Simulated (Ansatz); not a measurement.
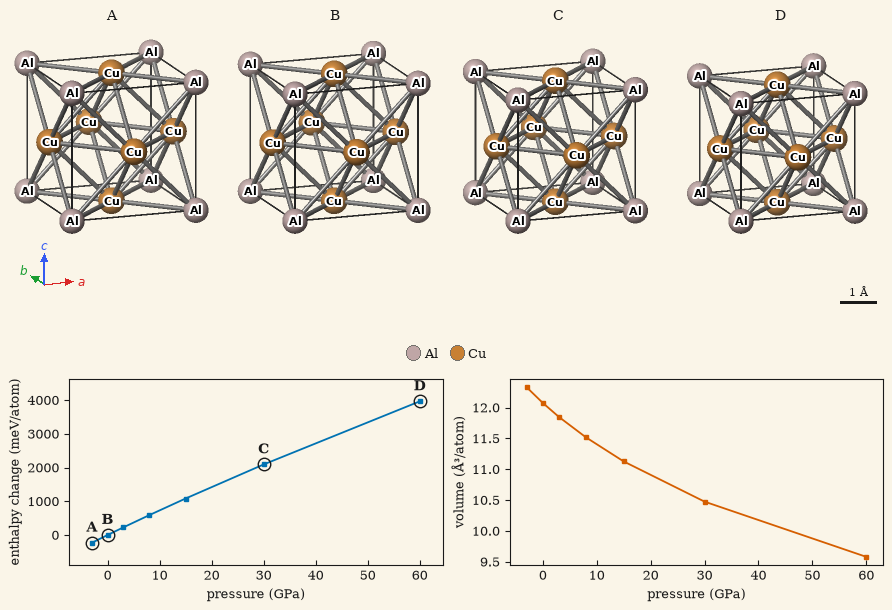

Members of a series of calculations on solid AlCu$_{3}$ (set up in Pm-3m), marked on the first curve. A ball-and-stick model of the cell of the calculation, seen slightly off an axis.

Level of theory: DFT r2SCAN, scalar-relativistic, plane waves, PAW in Ansatz. Settings: plane-wave cutoff 500 eV; k-point mesh 12 × 12 × 12; occupations gaussian; smearing width 0.1 eV; no spin polarisation.

Describe the series.

The structure is relaxed at several pressures. A (pressure −3.0 GPa): enthalpy change −228 meV/atom, volume 12.33 Å³ per atom. B (pressure 0.0 GPa): enthalpy change 0.0 meV/atom, volume 12.08 Å³ per atom. C (pressure 30.0 GPa): enthalpy change 2093 meV/atom, volume 10.48 Å³ per atom. D (pressure 60.0 GPa): enthalpy change 3964 meV/atom, volume 9.58 Å³ per atom. The rest compares A with D. Cell: a = b = c 3.667 → 3.371 Å (−8.1 %). Volume −22.3 %. Some distances before and after: Al–Cu 2.593 → 2.384 Å, Cu–Cu 2.593 → 2.384 Å.
